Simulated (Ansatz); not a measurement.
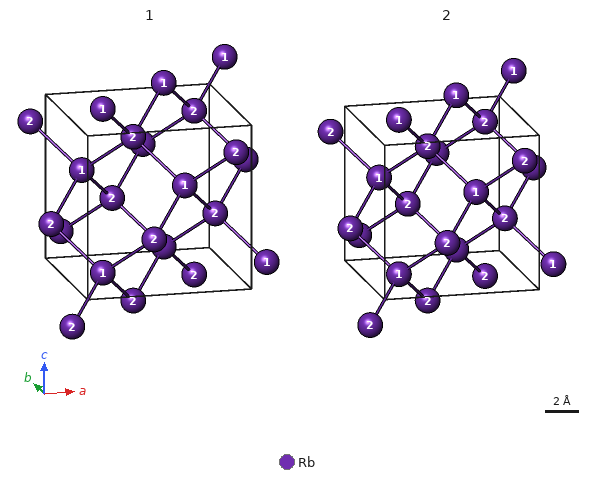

Two geometries of solid Rb (a generated structure, set up in Fd-3m), drawn at one scale. One is the start of a relaxation, the other its converged end. The picture is a ball-and-stick view of the conventional cell (4 times the calculation's cell), seen slightly off an axis. Lengths and directions refer to the drawn axes.

Computed with Ansatz, DFT, PBE, plane waves (420 eV) with PAW, scalar-relativistic. (plane-wave cutoff 420 eV; k-point mesh 6 × 6 × 6; occupations fermi dirac; smearing width 0.1 eV; no spin polarisation; cell and atoms relaxed; force threshold 0.01 eV/Å; at most 60 steps)

Q: Which of the two is the end point?

A: Structure 1 is the relaxed one. Phase: diamond. Over 3 accepted moves (4 points after the start) the energy falls by 15.4 meV per atom. All forces vanish by symmetry, so only the cell relaxes. Pressure: 0.24 GPa at the start and 0.01 GPa at the end. At 1 point the geometry stayed and the basis and grid were re-selected for the new cell (energy shift of less than 0.05 meV per atom at most each time). The atoms keep their places relative to the cell (all moves are under 0.005 Å). Cell: a = b = c 9.798 → 10.396 Å (+6.1 %). Volume +19.4 %. Near-neighbour distances that change, for instance: Rb1–Rb2 4.243 → 4.502 Å. The space group stays Fd-3m (No. 227). The run took 20 s on 1 thread of Intel(R) Xeon(R) Platinum 8259CL CPU @ 2.50GHz (Skylake/Cascade Lake) (shared host), peak memory 0.63 GiB.
